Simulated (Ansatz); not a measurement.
Geometry relaxation of BN (part 1 of 2)

BN (4 atoms in the cell), computed with DFT PBE+D3(BJ), scalar-relativistic, plane waves, PAW, no spin polarisation (Ansatz 0.2.0).

The structure derives from an entry of the Crystallography Open Database.

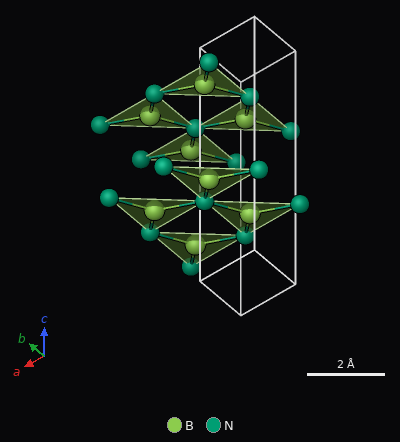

The starting structure (polyhedral view of the cell of the calculation, repeated 2 × 2 × 1, seen at an oblique angle; polyhedra are completed across the faces of the cell).

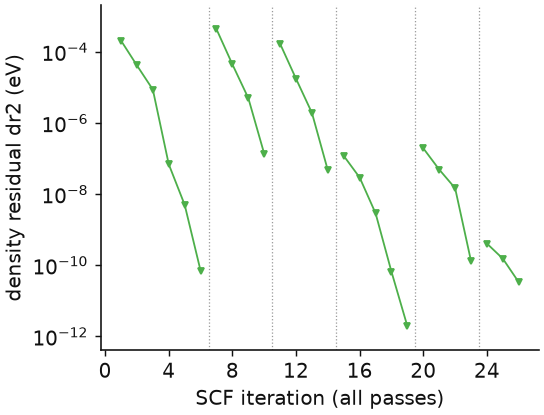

Convergence of the self-consistent field: density residual dr2 against the SCF iteration. The dotted lines part the SCF passes of the relaxation: geometry steps, rejected trials and re-solves on a re-selected basis. The 6 passes take 3 to 6 iterations each, 26 in all.

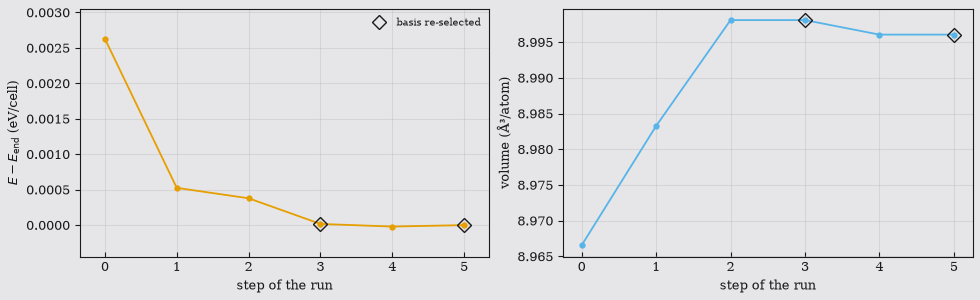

Progress of the relaxation, step by step (the first geometry is step 0 here and step 1 in the log). The energy falls by 2.6 meV per cell of the calculation in 3 geometry steps. All forces vanish by symmetry, so only the cell relaxes. The pressure goes from 2.35 to 0.00 GPa. 1 further SCF at an unchanged geometry re-selected the plane-wave basis for the new cell. No atom moves by more than 0.005 Å relative to the cell. Cell: a = b 2.498 → 2.506 Å (+0.3 %), c 6.636 → 6.614 Å (−0.3 %). Volume +0.3 %. Distances before and after: B1–N4 1.442 → 1.447 Å. The space group stays P6_3/mmc (No. 194). The energy change given includes the shifts at the re-selections in mid-walk, which come without any move. A last SCF at the same geometry on a re-selected plane-wave basis shifts the energy by +0.0 meV per cell of the calculation. (Atoms are counted from 1 in the order of the input.)

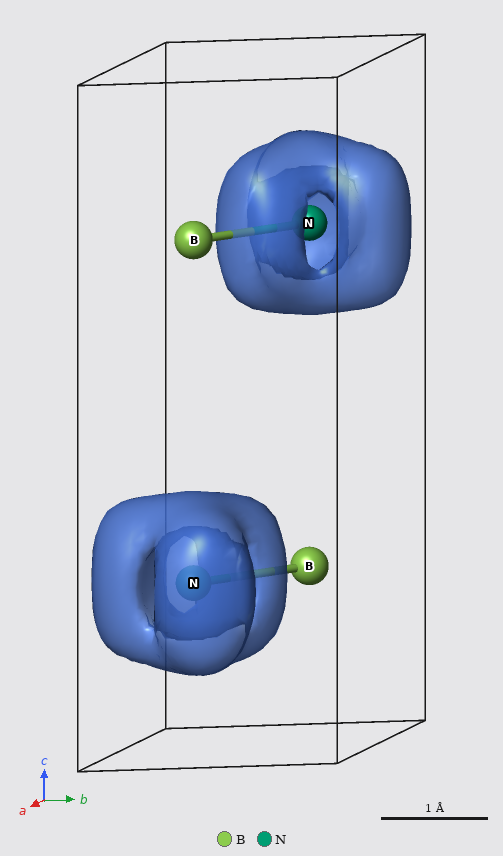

Isosurface of the ELF at 0.75 (blue), seen slightly off an axis. Core shells and regions of very low density are left out. Sticks mark near contacts. The outline is the cell set on symmetry axes. Core electrons are frozen (PAW), so the fields are smoothed inside the atomic spheres.

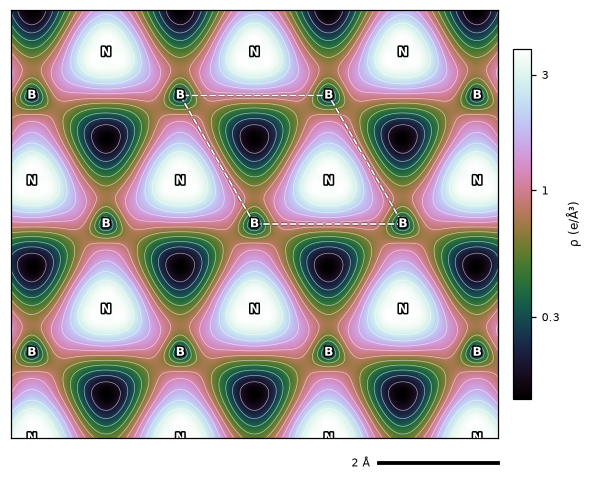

Valence electron density on the (001) plane of the conventional cell. Atoms in the plane: B and N. B–N (1.45 Å): ρ at the midpoint is about 1.8 e/Å³. Away from the nuclei the density in this plane falls to 0.14 e/Å³ at its lowest.

The input and output of the run follow.

## The input
```yaml
crystal:
  lattice:
    - [2.49824, 0.0, 0.0]
    - [-1.24912, 2.1635393048, 0.0]
    - [0.0, 0.0, 6.6357]
  atoms:
    - { symbol: B, position: [0.3333333333, 0.6666666667, 0.25] }
    - { symbol: B, position: [0.6666666667, 0.3333333333, 0.75] }
    - { symbol: "N", position: [0.3333333333, 0.6666666667, 0.75] }
    - { symbol: "N", position: [0.6666666667, 0.3333333333, 0.25] }
basis:
  ecutwfc: 420
kpoints:
  mp_grid: { grid: [12, 12, 4] }
hamiltonian:
  xc: pbe
  dispersion: d3bj
scf:
  occupations: { method: gaussian, width: 0.02 }
output:
  forces: true
  stress: true
  eigenvalues: true
  write_density: true
  write_potential: true
  elf: true
  volumetric_format: npy
relax:
  adjacent_minimum: "off"
  f_tol: 0.005
  max_steps: 80
  cell: { stress_tol: 0.05 }
```

Launched with:
```bash
ansatz run input.yaml --threads 2 --pin off --max-ram 5120MiB --backend cpu --events-out ev --progress --plain --runs-dir out
```

## Log
```
Engine: ansatz 0.2.0, x86_64-unknown-linux-gnu
Pseudopotentials: kind: paw
Pseudopotential: B, paw, valence charge 3, recommended cutoff 420 eV (normal), B.paw.azcp
Pseudopotential: N, paw, valence charge 5, recommended cutoff 420 eV (normal), N.paw.azcp
Functional definition: PBE
  parameter kappa = 0.804
  parameter beta = 0.06672455060314922
  exchange = pbe_x(kappa = kappa, mu = beta*pi^2/3)
  correlation = pbe_c(beta = beta)
Crystal: 4 atoms, lattice volume = 35.866 Å³
Basis set: ecut = 420 eV, 689 PW (Γ), exchange–correlation on 36×36×90 points (8 copies of the dense FFT grid, shifted against one another)
Bands: 12, of which v1, the nominal top of the filled ones, is band 8 counted from 1 (7 counted from 0)
Symmetry: 24 space group operations
Space group: P63/mmc (ITA 194), of the structure as read, at distance tolerance 3.3e-5 Å
k-points: 57 of 576
Non-local potential: B, projectors of the file, l = 0: 2, l = 1: 2, l = 2: 1
Non-local potential: N, projectors of the file, l = 0: 2, l = 1: 2, l = 2: 1
PAW form: soft (Blöchl's): semilocal exchange-correlation on the pseudo side does not see the compensation charge
PAW one-centre angular grid: B, 110 points (default); XC on 64 Gauss nodes
PAW one-centre angular grid: N, 110 points (default); XC on 64 Gauss nodes
Initial density: superposition of atomic densities (neutral atoms: chi_scale 0, normalization atom), corrected by the library's trained network
Initial wavefunctions: pseudopotential atomic-orbital guess
Functional: x = pbe(κ = 0.804, μ = 0.2195149727645171), c = pbe(β = 0.06672455060314922)
SCF iter   1: F=—  HF=-1085.368210 eV  |F-HF|=—  |Δ(HF+E_count)|=         —  Δρ=1.47e-3  dr2=2.09e-4  ethr=1.77e-3  ⟨swp⟩=6.3  Hψ=4293  notcnv=0
preconditioner: auto → none  [insulator: Δε(μ)=4.289 eV  Ē_g=15.893 eV  σ=0.020 eV  W_gap=1.00  n_scr=4 (ndim 8)  ℏωp=24.8 eV  f_vac=0.022  D(μ)=0.00/eV (n_scr^D=0)  ε∞_Penn≈3.4]
SCF iter   2: F=—  HF=-1085.369252 eV  |F-HF|=—  |Δ(HF+E_count)|=   1.04e-3  Δρ=7.41e-4  dr2=4.20e-5  ethr=1.31e-6  ⟨swp⟩=2.2  Hψ=1755  notcnv=0
SCF iter   3: F=—  HF=-1085.369556 eV  |F-HF|=—  |Δ(HF+E_count)|=   3.04e-4  Δρ=3.30e-4  dr2=8.79e-6  ethr=2.62e-7  ⟨swp⟩=2.0  Hψ=1122  notcnv=0
iter 4 did not close the SCF: its close was put off for the readings that it lacked (scf_convergence_deferred on its scf_iter line)
SCF iter   4: F=-1085.369627 eV  HF=-1085.369627 eV  |F-HF|=3.41e-7  |Δ(HF+E_count)|=   7.07e-5  Δρ=2.37e-5  dr2=6.97e-8  ethr=5.49e-8  ⟨swp⟩=2.1  Hψ=1140  notcnv=0
iter 5 did not close the SCF: its close was put off for the readings that it lacked (scf_convergence_deferred on its scf_iter line)
SCF iter   5: F=-1085.369627 eV  HF=-1085.369627 eV  |F-HF|=5.64e-9  |Δ(HF+E_count)|=   3.74e-7  Δρ=4.65e-6  dr2=5.05e-9  ethr=4.36e-10  ⟨swp⟩=2.0  Hψ=1136  notcnv=0
SCF iter   6: F=-1085.369627 eV  HF=-1085.369627 eV  |F-HF|=2.25e-10  |Δ(HF+E_count)|=   8.03e-9  Δρ=6.03e-7  dr2=7.09e-11  ethr=3.16e-11  ⟨swp⟩=5.1  Hψ=3703  notcnv=0
SCF 1 converged in 6 iterations: F = -1085.369627 eV  dr2 = 7.09e-11
  greatest PAW one-centre occupation: 0.798 electrons in one spin orbital (limit 2), on the N atom at site 3 (counted from 0), in its partial waves of l = 0
relax step   1: F+E_penalty+E_count = -1085.36962716 eV  Δ(F+E_penalty+E_count) = +0.000e0 eV  max|allowed force component| = 1.037e-15 eV/Å  Δτ_max = 0.0000 Å  P = +2.349 GPa  Ω = 35.866 Å³  (6 SCF iters, dr2 threshold 1.00e-7 eV, accepted)
Crystal: 4 atoms, lattice volume = 35.933 Å³
Basis set: ecut = 420 eV, 713 PW (Γ), exchange–correlation on 36×36×90 points (8 copies of the dense FFT grid, shifted against one another)
Initial density: handed on by an earlier stage of this run
Initial wavefunctions: those handed on with the density
iter 1 solved again at ethr=2.24e-6 eV; its pass at ethr=3.10e-3 eV (dr2=3.59e-4 eV) is discarded
SCF iter   1: F=—  HF=-1085.371897 eV  |F-HF|=—  |Δ(HF+E_count)|=         —  Δρ=1.20e-3  dr2=4.39e-4  ethr=2.24e-6  ⟨swp⟩=2.0  Hψ=5240  notcnv=0
preconditioner: auto → none  [insulator: Δε(μ)=4.272 eV  Ē_g=15.841 eV  σ=0.020 eV  W_gap=1.00  n_scr=4 (ndim 8)  ℏωp=24.8 eV  f_vac=0.019  D(μ)=0.00/eV (n_scr^D=0)  ε∞_Penn≈3.4]
SCF iter   2: F=—  HF=-1085.371747 eV  |F-HF|=—  |Δ(HF+E_count)|=   1.49e-4  Δρ=4.64e-4  dr2=4.50e-5  ethr=2.24e-6  ⟨swp⟩=2.0  Hψ=1117  notcnv=0
SCF iter   3: F=—  HF=-1085.371729 eV  |F-HF|=—  |Δ(HF+E_count)|=   1.84e-5  Δρ=1.62e-4  dr2=5.07e-6  ethr=2.81e-7  ⟨swp⟩=2.1  Hψ=1107  notcnv=0
SCF iter   4: F=-1085.371729 eV  HF=-1085.371729 eV  |F-HF|=9.96e-8  |Δ(HF+E_count)|=   4.17e-7  Δρ=3.11e-5  dr2=1.38e-7  ethr=2.50e-9  ⟨swp⟩=7.6  Hψ=5160  notcnv=0
SCF 2 converged in 4 iterations: F = -1085.371729 eV  dr2 = 1.38e-7
  greatest PAW one-centre occupation: 0.797 electrons in one spin orbital (limit 2), on the N atom at site 3 (counted from 0), in its partial waves of l = 0
relax step   2: F+E_penalty+E_count = -1085.37172875 eV  Δ(F+E_penalty+E_count) = -2.102e-3 eV  max|allowed force component| = 1.310e-15 eV/Å  Δτ_max = 0.0000 Å  P = +0.848 GPa  Ω = 35.933 Å³  energy of the carried Pulay correction = -1.820e-4 eV  (4 SCF iters, dr2 threshold 4.00e-7 eV, accepted)
Crystal: 4 atoms, lattice volume = 35.992 Å³
iter 1 solved again at ethr=9.26e-7 eV; its pass at ethr=3.10e-3 eV (dr2=1.48e-4 eV) is discarded
SCF iter   1: F=—  HF=-1085.371945 eV  |F-HF|=—  |Δ(HF+E_count)|=         —  Δρ=7.18e-4  dr2=1.70e-4  ethr=9.26e-7  ⟨swp⟩=2.5  Hψ=5119  notcnv=0
preconditioner: auto → none  [insulator: Δε(μ)=4.269 eV  Ē_g=15.818 eV  σ=0.020 eV  W_gap=1.00  n_scr=4 (ndim 8)  ℏωp=24.8 eV  f_vac=0.019  D(μ)=0.00/eV (n_scr^D=0)  ε∞_Penn≈3.4]
SCF iter   2: F=—  HF=-1085.371881 eV  |F-HF|=—  |Δ(HF+E_count)|=   6.40e-5  Δρ=2.88e-4  dr2=1.77e-5  ethr=9.26e-7  ⟨swp⟩=2.0  Hψ=1076  notcnv=0
SCF iter   3: F=—  HF=-1085.371876 eV  |F-HF|=—  |Δ(HF+E_count)|=   4.86e-6  Δρ=9.53e-5  dr2=1.94e-6  ethr=1.11e-7  ⟨swp⟩=2.1  Hψ=1104  notcnv=0
SCF iter   4: F=-1085.371876 eV  HF=-1085.371876 eV  |F-HF|=3.12e-8  |Δ(HF+E_count)|=   2.38e-7  Δρ=1.87e-5  dr2=4.71e-8  ethr=2.50e-9  ⟨swp⟩=10.2  Hψ=5371  notcnv=0
SCF 3 converged in 4 iterations: F = -1085.371876 eV  dr2 = 4.71e-8
relax step   3: F+E_penalty+E_count = -1085.37187590 eV  Δ(F+E_penalty+E_count) = -1.471e-4 eV  max|allowed force component| = 8.327e-17 eV/Å  Δτ_max = 0.0000 Å  P = +0.014 GPa  Ω = 35.992 Å³  energy of the carried Pulay correction = -3.740e-4 eV  (4 SCF iters, dr2 threshold 4.00e-7 eV, accepted)
Initial wavefunctions: pseudopotential atomic-orbital guess (no wavefunctions were taken with the density)
iter 1 solved again at ethr=1.27e-7 eV; its pass at ethr=3.10e-3 eV (dr2=2.02e-5 eV) is discarded
```
